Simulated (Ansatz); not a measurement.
Run report: MoS$_{2}$, single-point calculation

MoS$_{2}$ (R3m, 3 atoms in the cell), computed with DFT PBE+D3(BJ), scalar-relativistic, plane waves, PAW, spin-polarised (Ansatz 0.2.0).

The structure derives from an entry of the Crystallography Open Database. Figures and captions count atoms from 1; the log counts them from 0 in places.

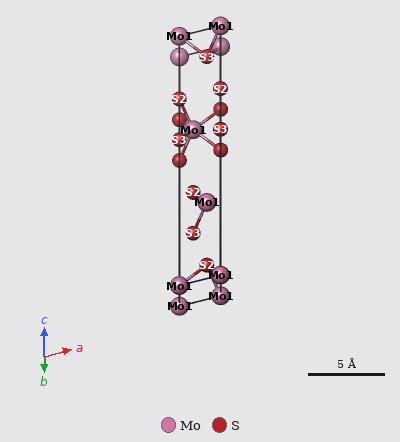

Figure 1. The structure (ball-and-stick view of the cell 3 times as large as that of the calculation, set on its symmetry axes, seen at an oblique angle; atoms are numbered from 1 in the order of the input). An atom can appear more than once, as a periodic image. Near neighbours in the periodic cell (some may lie outside the picture): Mo has 6 S at 2.36 Å; S has 3 Mo at 2.36 Å.

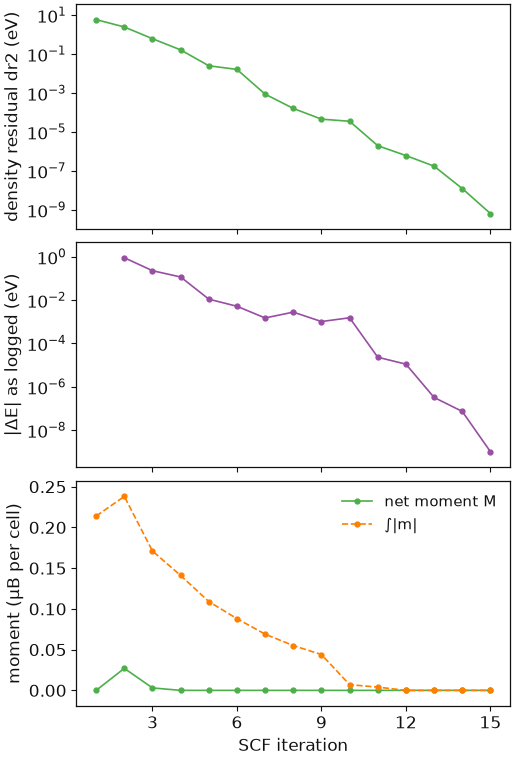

Figure 2. Convergence of the self-consistent field: density residual dr2, size of the energy change and magnetic moment against the SCF iteration. The residual falls at every step. The net moment stays at 0.0 μB per cell, and ∫|m| falls to zero.

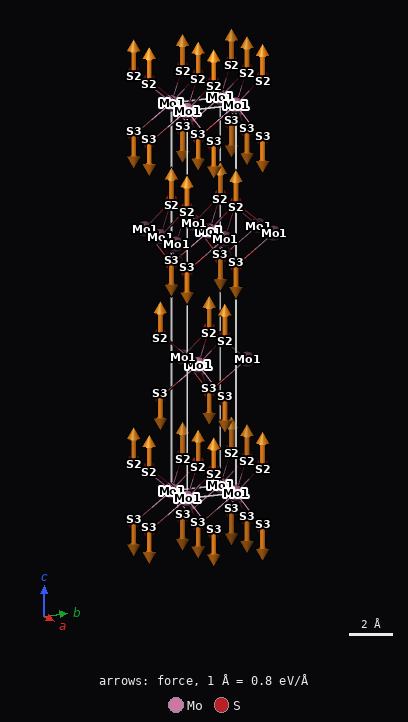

Figure 3. Forces on the atoms as orange arrows (ball-and-stick view of the cell 3 times as large as that of the calculation, set on its symmetry axes, seen slightly off an axis; neighbours outside the cell are drawn fainter; atoms are numbered from 1 in the order of the input); the smallest are left out. The largest act on S2, S3 (1.30 eV/Å). The geometry is not a stationary point of this energy.

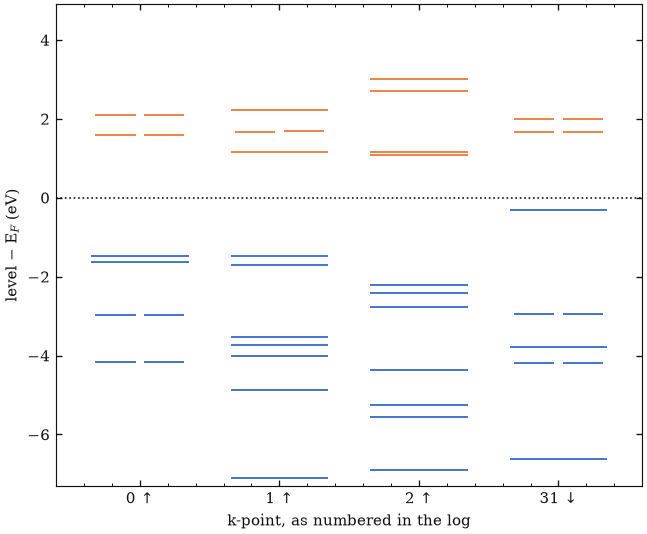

Figure 4. Kohn–Sham levels near the Fermi level (dotted) at the few k-points that the log prints; levels within 0.02 eV of each other stand side by side. Among these points the highest filled and lowest empty levels are 1.40 eV apart; the gap on the full mesh, 0.64 eV, has an edge at a point that isn't printed.

The input and output of the run follow.

Input file:
```yaml
crystal:
  lattice:
    - [1.5815003568, 0.9130796567, 6.12333]
    - [-1.5815003568, 0.9130796567, 6.12333]
    - [0.0, -1.8261593134, 6.12333]
  atoms:
    - { symbol: Mo, position: [0.0, 0.0, 0.0], spin: 1.0 }
    - { symbol: S, position: [0.7484, 0.7484, 0.7484] }
    - { symbol: S, position: [0.5849, 0.5849, 0.5849] }
basis:
  ecutwfc: 420
kpoints:
  mp_grid: { grid: [6, 6, 6] }
hamiltonian:
  xc: pbe
  dispersion: d3bj
scf:
  occupations: { method: gaussian, width: 0.1 }
  lower_state_search: "off"
output:
  forces: true
  stress: true
  eigenvalues: true
  populations: true
magnetization:
  spin_polarized: true
```

Command:
```bash
ansatz run input.yaml --threads 4 --pin off --max-ram 10240MiB --backend cpu --events-out ev --progress --plain --runs-dir out
```

What the program printed:
```
basis.fft_grid_basis auto: the FFT boxes are laid along the combinations [[1, 0, -1], [0, 1, -1], [0, 0, 1]] of the cell's own vectors, 3.163, 3.163 and 6.390 Å long. The dense box has 24×24×45 points. Along the cell's own vectors, as sized, it would have 45×45×45, 3.52 times as many. Of the 6 symmetry operations that the crystal satisfies within crystal.symmetry.tolerance (time reversal apart; of a slab, those that keep its plane) the dense box along the cell's own vectors carries 6, and the one as laid loses 4 of those. basis.fft_grid_basis: typed keeps the cell's own vectors: state it where this run's energies or levels are differenced outside the engine with another run's, or held beside a run that keeps those vectors.
Engine: ansatz 0.2.0, x86_64-unknown-linux-gnu
Pseudopotentials: kind: paw
Pseudopotential: Mo, paw, valence charge 14, recommended cutoff 420 eV (normal), Mo.paw.azcp
Pseudopotential: S, paw, valence charge 6, recommended cutoff 420 eV (normal), S.paw.azcp
Functional definition: PBE
  parameter kappa = 0.804
  parameter beta = 0.06672455060314922
  exchange = pbe_x(kappa = kappa, mu = beta*pi^2/3)
  correlation = pbe_c(beta = beta)
Crystal: 3 atoms, lattice volume = 53.054 Å³
Basis set: ecut = 420 eV, 1011 PW (Γ), FFT grids on a1−a3, a2−a3, a3, exchange–correlation on 48×48×90 points (8 copies of the dense FFT grid, shifted against one another)
Bands: 18, of which v1, the nominal top of the filled ones, is band 13 counted from 1 (12 counted from 0)
Symmetry: 6 space group operations
Space group: R3m (ITA 160), of the structure as read, at distance tolerance 3.8e-5 Å
Magnetic group: BNS 160.65 (UNI 1295), of the structure as read, at distance tolerance 3.8e-5 Å
k-points: 32 of 216 (time reversal used)
Non-local potential: Mo, projectors of the file, l = 0: 3, l = 1: 2, l = 2: 2, l = 3: 1
Non-local potential: S, projectors of the file, l = 0: 2, l = 1: 2, l = 2: 2
PAW form: soft (Blöchl's): semilocal exchange-correlation on the pseudo side does not see the compensation charge
PAW one-centre angular grid: Mo, 590 points (default); XC on 64 Gauss nodes
PAW one-centre angular grid: S, 110 points (default); XC on 64 Gauss nodes
Initial density: superposition of atomic densities (chi_scale 0.1, normalization cell)
Starting moments: Σ|m| = 1 μB on 1 of 3 sites
Initial wavefunctions: pseudopotential atomic-orbital guess
Functional: x = pbe(κ = 0.804, μ = 0.2195149727645171), c = pbe(β = 0.06672455060314922)
SCF iter   1: F=—  HF=-6765.203509 eV  |F-HF|=—  |Δ(HF+E_count)|=         —  Δρ=6.57e-2 (↑6.57e-2 ↓3.21e-2)  dr2=5.92e0  dr2_m=3.74e-1  M=0.000 μB ∫|m|=0.214 μB  β_m=0.30  ethr=3.10e-3  ⟨swp⟩=5.7  Hψ=6422  notcnv=0
preconditioner: auto → none  [insulator: Δε(μ)=0.427 eV  Ē_g=9.916 eV  σ=0.100 eV  W_gap=1.00  n_scr=16 (ndim 8)  ℏωp=21.6 eV  f_vac=0.003  D(μ)=0.00/eV (n_scr^D=0)  ε∞_Penn≈5.8]
SCF iter   2: F=—  HF=-6764.307551 eV  |F-HF|=—  |Δ(HF+E_count)|=   8.96e-1  Δρ=3.37e-2 (↑1.88e-2 ↓3.37e-2)  dr2=2.47e0  dr2_m=1.69e-1  M=0.027 μB ∫|m|=0.238 μB  β_m=0.30  ethr=3.10e-3  ⟨swp⟩=3.0  Hψ=3006  notcnv=0  defer=60
preconditioner: auto → Kerker (q_TF=auto, 2.423 Å⁻¹)  [metal: Δε(μ)=0.074 eV  Ē_g=9.154 eV  σ=0.100 eV  W_gap=0.40  n_scr=16 (ndim 8)  ℏωp=21.6 eV  f_vac=0.007  D(μ)=0.31/eV (n_scr^D=0)]
spin=Collinear: Kerker preconditioning applied to the charge; magnetization (m = ρ↑ − ρ↓) channel mixes plain (no charge-response kernel on spin).
SCF iter   3: F=—  HF=-6764.081868 eV  |F-HF|=—  |Δ(HF+E_count)|=   2.26e-1  Δρ=2.10e-2 (↑2.10e-2 ↓1.85e-2)  dr2=6.19e-1  dr2_m=9.95e-2  M=0.003 μB ∫|m|=0.171 μB  β_m=0.30  ethr=3.10e-3  ⟨swp⟩=2.2  Hψ=1898  notcnv=0  defer=58
SCF iter   4: F=—  HF=-6763.966150 eV  |F-HF|=—  |Δ(HF+E_count)|=   1.16e-1  Δρ=1.53e-2 (↑7.89e-3 ↓1.53e-2)  dr2=1.64e-1  dr2_m=5.23e-2  M=0.000 μB ∫|m|=0.141 μB  β_m=0.30  ethr=2.38e-3  ⟨swp⟩=2.0  Hψ=1872  notcnv=0  defer=60
SCF iter   5: F=—  HF=-6763.955166 eV  |F-HF|=—  |Δ(HF+E_count)|=   1.10e-2  Δρ=9.02e-3 (↑9.02e-3 ↓7.38e-3)  dr2=2.51e-2  dr2_m=2.91e-2  M=0.000 μB ∫|m|=0.109 μB  β_m=0.30  ethr=6.32e-4  ⟨swp⟩=2.4  Hψ=1801  notcnv=0  defer=60
SCF iter   6: F=—  HF=-6763.960319 eV  |F-HF|=—  |Δ(HF+E_count)|=   5.15e-3  Δρ=7.24e-3 (↑4.46e-3 ↓7.24e-3)  dr2=1.63e-2  dr2_m=1.59e-2  M=0.000 μB ∫|m|=0.088 μB  β_m=0.30  ethr=9.66e-5  ⟨swp⟩=2.3  Hψ=2065  notcnv=0  defer=60
SCF iter   7: F=—  HF=-6763.961806 eV  |F-HF|=—  |Δ(HF+E_count)|=   1.49e-3  Δρ=4.46e-3 (↑4.46e-3 ↓4.23e-3)  dr2=8.75e-4  dr2_m=8.92e-3  M=0.000 μB ∫|m|=0.069 μB  β_m=0.30  ethr=6.27e-5  ⟨swp⟩=1.9  Hψ=1300  notcnv=0  defer=60
SCF iter   8: F=—  HF=-6763.964576 eV  |F-HF|=—  |Δ(HF+E_count)|=   2.77e-3  Δρ=3.35e-3 (↑3.04e-3 ↓3.35e-3)  dr2=1.61e-4  dr2_m=4.96e-3  M=0.000 μB ∫|m|=0.055 μB  β_m=0.30  ethr=3.37e-6  ⟨swp⟩=2.0  Hψ=1676  notcnv=0  defer=60
Mixer restart at iter 8: flushing history
spin-set hold released at iteration 8 (site moments contracting): the magnetisation degrees of freedom join the quasi-Newton model from the next iteration; the mixer history was flushed
SCF iter   9: F=—  HF=-6763.965599 eV  |F-HF|=—  |Δ(HF+E_count)|=   1.02e-3  Δρ=2.47e-3 (↑2.34e-3 ↓2.47e-3)  dr2=4.53e-5  dr2_m=2.81e-3  M=0.000 μB ∫|m|=0.044 μB  β_m=0.65  ethr=6.21e-7  ⟨swp⟩=1.8  Hψ=1367  notcnv=0  defer=60
SCF iter  10: F=—  HF=-6763.967121 eV  |F-HF|=—  |Δ(HF+E_count)|=   1.52e-3  Δρ=2.91e-4 (↑1.53e-4 ↓2.91e-4)  dr2=3.53e-5  dr2_m=2.25e-5  M=0.000 μB ∫|m|=0.007 μB  β_m=0.67  ethr=1.74e-7  ⟨swp⟩=3.1  Hψ=2298  notcnv=0  defer=60
SCF iter  11: F=—  HF=-6763.967144 eV  |F-HF|=—  |Δ(HF+E_count)|=   2.30e-5  Δρ=1.15e-4 (↑1.15e-4 ↓1.04e-4)  dr2=1.96e-6  dr2_m=5.59e-6  M=0.000 μB ∫|m|=0.004 μB  β_m=0.84  ethr=1.36e-7  ⟨swp⟩=2.0  Hψ=1765  notcnv=0  defer=60
SCF iter  12: F=—  HF=-6763.967155 eV  |F-HF|=—  |Δ(HF+E_count)|=   1.10e-5  Δρ=1.57e-5 (↑1.24e-5 ↓1.57e-5)  dr2=6.10e-7  dr2_m=5.43e-8  M=0.000 μB ∫|m|=0.000 μB  β_m=0.92  ethr=7.53e-9  ⟨swp⟩=2.4  Hψ=2172  notcnv=0  defer=60
SCF iter  13: F=—  HF=-6763.967156 eV  |F-HF|=—  |Δ(HF+E_count)|=   3.20e-7  Δρ=4.89e-6 (↑4.89e-6 ↓4.47e-6)  dr2=1.74e-7  dr2_m=1.03e-9  M=-0.000 μB ∫|m|=0.000 μB  β_m=0.96  ethr=2.35e-9  ⟨swp⟩=2.1  Hψ=1574  notcnv=0  defer=60
iter 14 did not close the SCF: its close was put off for a magnetic moment that had not settled (scf_convergence_deferred on its scf_iter line)
SCF iter  14: F=-6763.967156 eV  HF=-6763.967156 eV  |F-HF|=5.95e-9  |Δ(HF+E_count)|=   7.26e-8  Δρ=1.46e-6 (↑1.46e-6 ↓1.16e-6)  dr2=1.23e-8  dr2_m=3.06e-10  M=-0.000 μB ∫|m|=0.000 μB  β_m=0.98  ethr=3.85e-10  ⟨swp⟩=9.9  Hψ=5043  notcnv=0
SCF iter  15: F=-6763.967156 eV  HF=-6763.967156 eV  |F-HF|=2.32e-10  |Δ(HF+E_count)|=   1.01e-9  Δρ=4.03e-7 (↑3.35e-7 ↓4.03e-7)  dr2=6.41e-10  dr2_m=1.94e-11  M=-0.000 μB ∫|m|=0.000 μB  ethr=4.73e-11  ⟨swp⟩=1.8  Hψ=3256  notcnv=0
WARN: the starting moments were not kept: the SCF closed with an absolute magnetisation of 4.3e-6 μB, where they sum to 1 μB in size (1 site). That is at most 0.1 of that sum. Measured as dr2_m measures the in/out step, that magnetisation stands 2.1e-12 eV from none, at or under the dr2_threshold of 1.0e-7 eV: it is no larger than a step whose dr2_m would equal this threshold. The system may hold no moment; this SCF shows only that its start led to no more than that. To try another start: raise the starting moments (crystal.atoms[].spin, magnetization.per_species, magnetization.initial_magnetization, or on a non-collinear deck that types none of these the spinor_matrix: blocks that start its atoms; where the total moment is fixed, keep their sum and leave initial_magnetization as it is; typed ones take the place of any that the run laid by itself, positive ones on a crystal's lanthanoids without a Hubbard term where scf.initial_density.shell_occupations: [] is typed) or, if the notice of its spin-set hold's release reads "site moments contracting" or "site moments show no strong build", lengthen the hold (scf.mixing.spin_hold: { on: { confirm: 4 } }; for m-r²SCAN on two components see the key's manual first). Each may lead to a state that holds a moment. A second SCF, from the converged charge density, with the starting moments and any scf.initial_density.shell_occupations laid on it anew, would have followed, and was not run: the deck does not ask for one (magnetization.retry_lost_moments is false, the default). To let it run, set magnetization.retry_lost_moments: true and run the deck again, where that key's refused combinations let it; where memory then withholds it, that run's warning says so.
SCF 1 converged in 15 iterations: F = -6763.967156 eV  dr2 = 6.41e-10
  greatest PAW one-centre occupation: 0.998 electrons in one spin orbital (limit 2), on the Mo atom at site 0 (counted from 0), in its partial waves of l = 0
SCF converged after 15 iterations
Magnetization: -0.0000 μB (13.0000 up, 13.0000 down)
Absolute magnetization: 0.0000 μB (∫|ρ↑−ρ↓|, with the PAW one-centre terms)
Spin contamination: 0.0000 ħ² per cell (⟨S²⟩ above its minimum at these occupations)
Per-site moments (μB) at R_I (Å): [(5.469263410128744e-7, 0.9752098020362587), (1.9925931353776385e-7, 0.9752098020362587), (2.0803719656263065e-7, 0.9753702367974847)]
Free energy (F): -6763.967156 eV
Harris-Foulkes:  -6763.967156 eV  (|F-HF|=2.32e-10)
Internal energy: -6763.967156 eV  (E = F + TS)
E sigma→0 (E₀):  -6763.967156 eV
Entropy (-TS):   -0.000000 eV (-0.000 meV/atom)
Fermi energy:    11.564618 eV
--- Per-component energies (eV) ---
  E_band       = -154.823145
  E_kinetic    = 660.144468
  E_local      = -2029.178243  (includes V_loc(G=0)·N_el)
  E_nonlocal   = 199.520022
  E_hartree    = 787.663765
  E_xc         = -379.930575
  E_vxc        = -406.913464  (∫ρ·V_xc dr)
  E_paw        = -4401.846015  (= ΣΔE_a)
  E_vpaw       = -153.722366  (= ΣTr[D̂ρ^β])
  E_aug_tail   = 0.000036  (compensation charges beyond the density's cutoff)
  E_ewald      = -1599.057027
  E_disp       = -1.283586  (pairwise vdW)
  E_smearing   = -0.000000  (= −TS)
  E_closure    = -0.000000  (closes the sum)
  Σ components = -6763.967156   (vs F -6763.967156, Δ=0.00e0)
--- Forces (eV/Å), atoms counted from 1 ---
  atom   1  Mo     0.00000000     0.00000000    -0.00174633
  atom   2  S      0.00000000     0.00000000     1.30237672
  atom   3  S     -0.00000000    -0.00000000    -1.30063010
  max |Σ_I F_I| component: 2.83e-7 eV/Å
--- Stress (GPa, compression-positive) ---
        2.916640       0.000000      -0.000000
        0.000000       2.916640      -0.000000
       -0.000000      -0.000000      10.045044
  P = ⅓ Tr σ = 5.2928 GPa (52.928 kbar)
--- Band table (eV; the first three rows and the last of 64) ---
  k-point 0 ↑: bands = ["-50.4453", "-24.6211", "-24.4010", "-24.4010", "-4.1193", "-2.2784", "4.0309", "7.3950", "7.3950", "8.5963", "8.5963", "9.9295", "10.0917", "13.1553", "13.1553", "13.6724", "13.6724", "16.5198"]
  k-point 1 ↑: bands = ["-50.4348", "-24.5997", "-24.5073", "-24.4250", "-3.6994", "-2.1694", "4.4633", "6.6847", "7.5585", "7.8350", "8.0292", "9.8593", "10.0819", "12.7213", "13.2353", "13.2527", "13.8014", "18.1044"]
  k-point 2 ↑: bands = ["-50.4137", "-24.7145", "-24.5566", "-24.4725", "-2.7251", "-1.9199", "4.6526", "6.0194", "6.3056", "7.2068", "8.7964", "9.1393", "9.3430", "12.6584", "12.7296", "14.2607", "14.5791", "18.1419"]
  k-point 31 ↓: bands = ["-50.4453", "-24.6212", "-24.4010", "-24.4010", "-3.9081", "-2.6587", "4.9473", "7.3827", "7.3827", "7.7703", "8.6203", "8.6203", "11.2614", "13.2382", "13.2382", "13.5520", "13.5520", "16.5582"]
--- Löwdin populations: 3 sites ---
  site symbol       q [e]    m [muB]
     0     Mo     13.7115     0.0000
     1      S      6.0389    -0.0000
     2      S      6.0421    -0.0000
  spilling = 0.007980 (of n_electrons = 26.000000)
```

Summary:

```csv
quantity,value
outcome,converged
space group (tolerance 0.01 Å),R3m (160)
electrons treated,26
free energy,−6763.9672 eV
Fermi energy,11.565 eV
gap on the k-point mesh,0.64 eV
net moment of the cell,0.00 μB
integrated absolute moment,0.00 μB
pressure,5.29 GPa
largest force (length of the vector),1.302 eV/Å
hardware,"4 threads of Intel Xeon (Granite Rapids), 64 GiB of memory available, shared host"
wall time,1.8 s (CPU time 6.1 s)
peak memory,0.41 GiB
```

Notes:

The program warns: some starting moments were not kept.
